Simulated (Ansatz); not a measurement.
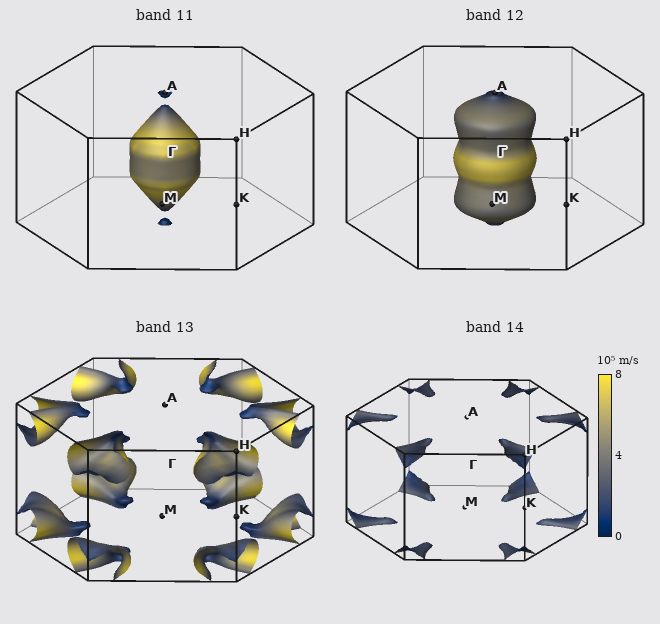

Fermi surface of Zr in space group P6_3/mmc, coloured by the Fermi speed.

Theory: DFT PBEsol, scalar-relativistic, plane waves, PAW; levels and slopes on a dense k mesh at the converged density in Ansatz. No spin polarisation. Mesh 30×30×16, interpolated with the band slopes. Unrelaxed database geometry (residual pressure −3 GPa).

### How fast are the electrons on each sheet?

Band 11: 1.3 to 7.6 × 10⁵ m/s over most of the sheet, 5.0 × 10⁵ m/s on average over states. Band 12: 3.0 to 7.3 × 10⁵ m/s over most of the sheet, 4.6 × 10⁵ m/s on average over states. Band 13: 1.3 to 7.9 × 10⁵ m/s over most of the sheet, 2.9 × 10⁵ m/s on average over states. Band 14: 1.4 to 2.9 × 10⁵ m/s over most of the sheet, 2.1 × 10⁵ m/s on average over states.

### Which of these bands adds most to the density of states at the Fermi level?

Band 13, with 1.1 of 2.0 states/eV per cell.

Spin-orbit coupling is left out; with Zr it can split, shift or remove sheets.
